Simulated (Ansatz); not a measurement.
## Ta: a changed input and its effect

System: Ta (Fm-3m, 1 atom in the cell).
Method of run 1: DFT PBE+D3(BJ), scalar-relativistic, plane waves, PAW, no spin polarisation (Ansatz 0.2.0).

The structure derives from an entry of the Crystallography Open Database. Text and figures count atoms from 1; the logs count them from 0 in places.

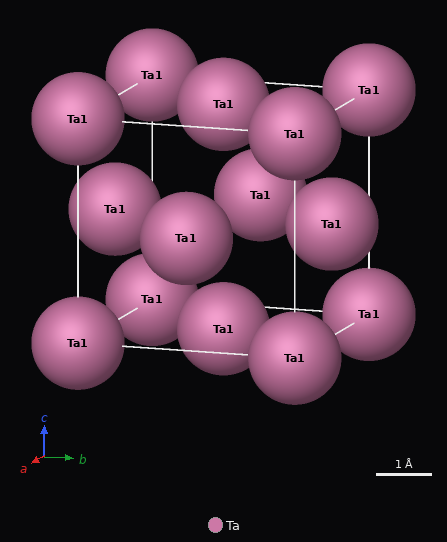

Fig. 1: The structure as given in the input (spheres-only view of the cell 4 times as large as that of the calculation, set on its symmetry axes, seen slightly off an axis; atoms are numbered from 1 in the order of the input). An atom can appear more than once, as a periodic image.

Input, run 1:
```yaml
crystal:
  lattice:
    - [0.0, 2.11, 2.11]
    - [2.11, 0.0, 2.11]
    - [2.11, 2.11, 0.0]
  atoms:
    - { symbol: Ta, position: [0.0, 0.0, 0.0] }
basis:
  ecutwfc: 420
kpoints:
  mp_grid: { grid: [18, 18, 18] }
hamiltonian:
  xc: pbe
  dispersion: d3bj
scf:
  occupations: { method: gaussian, width: 0.1 }
output:
  forces: true
  stress: true
  eigenvalues: true
relax:
  adjacent_minimum: "off"
  f_tol: 0.005
  max_steps: 80
  cell: { stress_tol: 0.05 }
```

Command:
```bash
ansatz run input.yaml --threads 2 --pin off --max-ram 5120MiB --backend cpu --events-out ev --progress --plain --runs-dir out
```

Hardware: 2 threads of Arm Neoverse V2, 24 GiB of memory available, shared host.

Output, shortened to warnings, some set-up lines, iterations and results (run 1):
```
Basis set: ecut = 420 eV, 339 PW (Γ), exchange–correlation on 40×40×40 points (8 copies of the dense FFT grid, shifted against one another)
Symmetry: 48 space group operations
k-points: 195 of 5832
Initial density: superposition of atomic densities (neutral atoms: chi_scale 0, normalization atom), corrected by the library's trained network
[...]
SCF iter   1: F=—  HF=-9932.646907 eV  |F-HF|=—  |Δ(HF+E_count)|=         —  Δρ=2.86e-3  dr2=6.38e-4  ethr=1.77e-3  ⟨swp⟩=5.2  Hψ=12035  notcnv=0
SCF iter   2: F=—  HF=-9932.647056 eV  |F-HF|=—  |Δ(HF+E_count)|=   1.49e-4  Δρ=1.55e-3  dr2=1.65e-4  ethr=4.90e-6  ⟨swp⟩=2.5  Hψ=4759  notcnv=0
SCF iter   3: F=—  HF=-9932.647183 eV  |F-HF|=—  |Δ(HF+E_count)|=   1.27e-4  Δρ=2.22e-4  dr2=4.21e-6  ethr=1.27e-6  ⟨swp⟩=2.0  Hψ=2554  notcnv=0
SCF iter   4: F=—  HF=-9932.647179 eV  |F-HF|=—  |Δ(HF+E_count)|=   3.73e-6  Δρ=7.97e-5  dr2=3.48e-7  ethr=3.24e-8  ⟨swp⟩=2.0  Hψ=3294  notcnv=0
SCF iter   5: F=-9932.647179 eV  HF=-9932.647179 eV  |F-HF|=9.31e-10  |Δ(HF+E_count)|=   1.27e-7  Δρ=9.36e-6  dr2=1.14e-8  ethr=2.68e-9  ⟨swp⟩=2.0  Hψ=3185  notcnv=0
[... 23 lines ...]
SCF iter   2: F=—  HF=-9932.655580 eV  |F-HF|=—  |Δ(HF+E_count)|=   2.32e-6  Δρ=1.94e-5  dr2=1.41e-8  ethr=6.96e-10  ⟨swp⟩=2.4  Hψ=3348  notcnv=0
SCF iter   3: F=—  HF=-9932.655580 eV  |F-HF|=—  |Δ(HF+E_count)|=   4.70e-8  Δρ=2.64e-6  dr2=5.21e-10  ethr=1.08e-10  ⟨swp⟩=3.0  Hψ=3417  notcnv=0
SCF iter   4: F=-9932.655580 eV  HF=-9932.655580 eV  |F-HF|=0.00e0  |Δ(HF+E_count)|=  6.37e-10  Δρ=4.19e-7  dr2=9.22e-12  ethr=1.00e-12  ⟨swp⟩=4.1  Hψ=9627  notcnv=0
SCF 5 converged in 4 iterations: F = -9932.655580 eV  dr2 = 9.22e-12
relax step   5: F+E_penalty+E_count = -9932.65557989 eV  Δ(F+E_penalty+E_count) = +1.745e-4 eV  max|allowed force component| = 0.000e0 eV/Å  Δτ_max = 0.0000 Å  P = +0.004 GPa …
basis re-selected at this cell: Δ(F+E_penalty+E_count) = +1.745e-4 eV, ΔP = -0.014 GPa vs the last step (what re-selecting the basis moved, of the pressure what is left beyond the Pulay correction that the steps carried, after the strain that the cell walked since its last selection, with what the …
SCF converged after 4 iterations
Free energy (F): -9932.655580 eV
Harris-Foulkes:  -9932.655580 eV  (|F-HF|=0.00e0)
Internal energy: -9932.648742 eV  (E = F + TS)
E sigma→0 (E₀):  -9932.652161 eV
Entropy (-TS):   -0.006837 eV (-6.837 meV/atom)
Fermi energy:    18.714631 eV
--- Per-component energies (eV) ---
  E_band       = -107.355465
  E_kinetic    = 365.880586
  E_local      = -555.660215  (includes V_loc(G=0)·N_el)
  E_nonlocal   = 14.480992
  E_hartree    = 192.348316
  E_xc         = -218.433053
  E_vxc        = -203.996468  (∫ρ·V_xc dr)
  E_paw        = -8396.502035  (= ΣΔE_a)
  E_vpaw       = -112.757130  (= ΣTr[D̂ρ^β])
  E_aug_tail   = 0.000155  (compensation charges beyond the density's cutoff)
  E_ewald      = -1334.110897
  E_disp       = -0.652591  (pairwise vdW)
  E_smearing   = -0.006837  (= −TS)
  E_closure    = 0.000000  (closes the sum)
  Σ components = -9932.655580   (vs F -9932.655580, Δ=0.00e0)
--- Forces (eV/Å), atoms counted from 1 ---
  atom   1  Ta     0.00000000     0.00000000     0.00000000
  max |Σ_I F_I| component: 4.93e-32 eV/Å
--- Stress (GPa, compression-positive) ---
        0.004348      -0.000000      -0.000000
       -0.000000       0.004348       0.000000
       -0.000000       0.000000       0.004348
  P = ⅓ Tr σ = 0.0043 GPa (0.043 kbar)
--- Relaxed structure (4 steps of the walk, 3 accepted, 1 SCFs on fresh bases) ---
  F+E_penalty+E_count = -9932.65557989 eV   max|allowed force component| = 0.000e0 eV/Å   (the final SCF, on the basis selected at the relaxed cell)
  cell:  # Å, volume = 18.2797 Å³
    - [-3.1846075205597437e-34, 2.0908017595411397, 2.0908017595411397]
    - [2.0908017595411397, 9.553822561679229e-35, 2.0908017595411397]
    - [2.0908017595411397, 2.0908017595411397, 2.6113781668589895e-34]
  atoms:
    - { symbol: Ta, position: [0.0, 0.0, 0.0] }
```

The input of run 2 differs as follows (lines with − go, lines with + come):
```diff
-  ecutwfc: 420
+  ecutwfc: "29.4 Ry"
+  xc_grid: 2
-  xc: pbe
+  xc: rpbe
```

Predict how the results change.

The total energies belong to different methods, so their difference says nothing on which is more stable or more accurate. The volume per atom goes from 18.28 to 15.61 Å³. The functional changes from PBE to RPBE. The SCF takes 31 iterations over all geometry steps against 23.

Output, shortened to warnings, some set-up lines, iterations and results (run 2):
```
Warning: basis.ecutwfc = 400.00737781602356 eV is below the records' recommended 420 eV, and the density's cutoff is lower with it unless basis.ecutrho_ratio is high enough to keep the records' density cutoff: compare with a run at a higher cutoff
Basis set: ecut = 400.00737781602356 eV, 331 PW (Γ), exchange–correlation on 40×40×40 points (8 copies of the dense FFT grid, shifted against one another)
Symmetry: 48 space group operations
k-points: 195 of 5832
Initial density: superposition of atomic densities (neutral atoms: chi_scale 0, normalization atom), corrected by the library's trained network
[...]
SCF iter   1: F=—  HF=-9949.184694 eV  |F-HF|=—  |Δ(HF+E_count)|=         —  Δρ=3.76e-3  dr2=1.18e-3  ethr=1.77e-3  ⟨swp⟩=5.2  Hψ=12021  notcnv=0
SCF iter   2: F=—  HF=-9949.185079 eV  |F-HF|=—  |Δ(HF+E_count)|=   3.85e-4  Δρ=2.07e-3  dr2=3.28e-4  ethr=9.04e-6  ⟨swp⟩=2.1  Hψ=4228  notcnv=0
SCF iter   3: F=—  HF=-9949.185282 eV  |F-HF|=—  |Δ(HF+E_count)|=   2.03e-4  Δρ=2.66e-4  dr2=5.66e-6  ethr=2.52e-6  ⟨swp⟩=2.0  Hψ=2907  notcnv=0
SCF iter   4: F=—  HF=-9949.185277 eV  |F-HF|=—  |Δ(HF+E_count)|=   5.37e-6  Δρ=9.37e-5  dr2=4.80e-7  ethr=4.36e-8  ⟨swp⟩=2.5  Hψ=3272  notcnv=0
SCF iter   5: F=-9949.185277 eV  HF=-9949.185277 eV  |F-HF|=3.22e-9  |Δ(HF+E_count)|=   1.77e-7  Δρ=1.71e-5  dr2=3.30e-8  ethr=3.69e-9  ⟨swp⟩=2.0  Hψ=3189  notcnv=0
[... 37 lines ...]
SCF iter   2: F=—  HF=-9949.604984 eV  |F-HF|=—  |Δ(HF+E_count)|=   1.55e-6  Δρ=1.89e-6  dr2=1.53e-10  ethr=1.28e-11  ⟨swp⟩=2.5  Hψ=3059  notcnv=0
SCF iter   3: F=—  HF=-9949.604984 eV  |F-HF|=—  |Δ(HF+E_count)|=  8.46e-10  Δρ=4.09e-7  dr2=1.19e-11  ethr=1.17e-12  ⟨swp⟩=2.4  Hψ=3296  notcnv=0
SCF iter   4: F=-9949.604984 eV  HF=-9949.604984 eV  |F-HF|=0.00e0  |Δ(HF+E_count)|=  2.55e-11  Δρ=3.95e-8  dr2=1.27e-13  ethr=1.00e-12  ⟨swp⟩=5.7  Hψ=8678  notcnv=0
SCF 8 converged in 4 iterations: F = -9949.604984 eV  dr2 = 1.27e-13
relax step   8: F+E_penalty+E_count = -9949.60498419 eV  Δ(F+E_penalty+E_count) = +5.301e-6 eV  max|allowed force component| = 0.000e0 eV/Å  Δτ_max = 0.0000 Å  P = -0.001 GPa …
basis re-selected at this cell: Δ(F+E_penalty+E_count) = +5.301e-6 eV, ΔP = -0.000 GPa vs the last step (what re-selecting the basis moved, of the pressure what is left beyond the Pulay correction that the steps carried, after the strain that the cell walked since its last selection, with what the …
SCF converged after 4 iterations
Free energy (F): -9949.604984 eV
Harris-Foulkes:  -9949.604984 eV  (|F-HF|=0.00e0)
Internal energy: -9949.600398 eV  (E = F + TS)
E sigma→0 (E₀):  -9949.602691 eV
Entropy (-TS):   -0.004586 eV (-4.586 meV/atom)
Fermi energy:    22.465141 eV
--- Per-component energies (eV) ---
  E_band       = -58.777431
  E_kinetic    = 372.855992
  E_local      = -463.836043  (includes V_loc(G=0)·N_el)
  E_nonlocal   = 15.725454
  E_hartree    = 168.367034
  E_xc         = -220.975033
  E_vxc        = -206.912037  (∫ρ·V_xc dr)
  E_paw        = -8409.902055  (= ΣΔE_a)
  E_vpaw       = -113.345123  (= ΣTr[D̂ρ^β])
  E_aug_tail   = 0.000264  (compensation charges beyond the density's cutoff)
  E_ewald      = -1406.268007
  E_disp       = -5.540178  (pairwise vdW)
  E_core_change = -0.027827  (= ΣΔE_core)
  E_smearing   = -0.004586  (= −TS)
  E_closure    = 0.000000  (closes the sum)
  Σ components = -9949.604984   (vs F -9949.604984, Δ=0.00e0)
--- Forces (eV/Å), atoms counted from 1 ---
  atom   1  Ta     0.00000000    -0.00000000    -0.00000000
  max |Σ_I F_I| component: 1.85e-32 eV/Å
--- Stress (GPa, compression-positive) ---
       -0.001173      -0.000000      -0.000000
       -0.000000      -0.001173       0.000000
       -0.000000       0.000000      -0.001173
  P = ⅓ Tr σ = -0.0012 GPa (-0.012 kbar)
--- Relaxed structure (6 steps of the walk, 6 accepted, 2 SCFs on fresh bases) ---
  F+E_penalty+E_count = -9949.60498419 eV   max|allowed force component| = 0.000e0 eV/Å   (the final SCF, on the basis selected at the relaxed cell)
  cell:  # Å, volume = 15.6077 Å³
    - [-5.732293537007533e-35, 1.983520493980705, 1.983520493980705]
    - [1.983520493980705, 3.598606498232511e-34, 1.983520493980705]
    - [1.983520493980705, 1.983520493980705, 2.8979928437093666e-34]
  atoms:
    - { symbol: Ta, position: [0.0, 0.0, 0.0] }
```

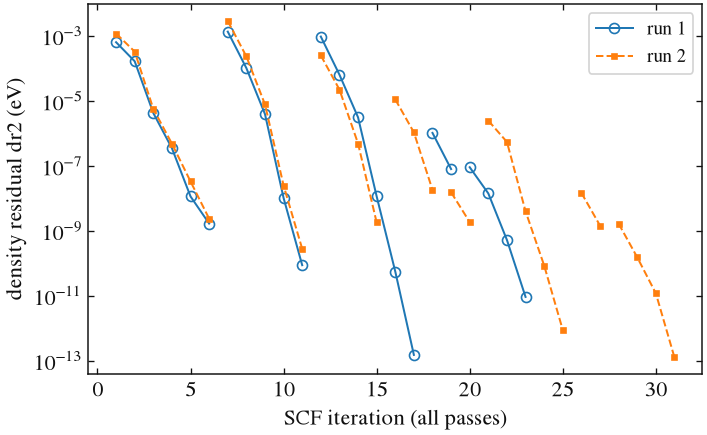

Fig. 2: Convergence of the two runs: density residual dr2 against the SCF iteration. A break in a curve parts two SCF passes. Run 1 takes 23 iterations in all, and run 2 takes 31.

The two runs side by side:

| quantity | run 1 | run 2 |
| --- | --- | --- |
| outcome | converged | converged |
| free energy per atom (eV) | −9932.6556 | −9949.6050 |
| energy per atom, smearing taken to zero (eV) | −9932.6522 | −9949.6027 |
| gap on the mesh (eV) | 0.00 | 0.00 |
| pressure (GPa) | 0.00 | 0.00 |
| volume per atom (Å³) | 18.28 | 15.61 |
| largest force (eV/Å) | 0.000 | 0.000 |
| SCF iterations | 23 | 31 |
| irreducible k-points | 195 | 195 |
| wall time (shared host) | 7 s | 8.3 s |

For both runs: Spin–orbit coupling is left out, which matters for Ta. For run 2: These settings are looser than, or depart from, a standard set-up, so the numbers are not reference values for this system. Warnings: the cutoff is below the recommended one.
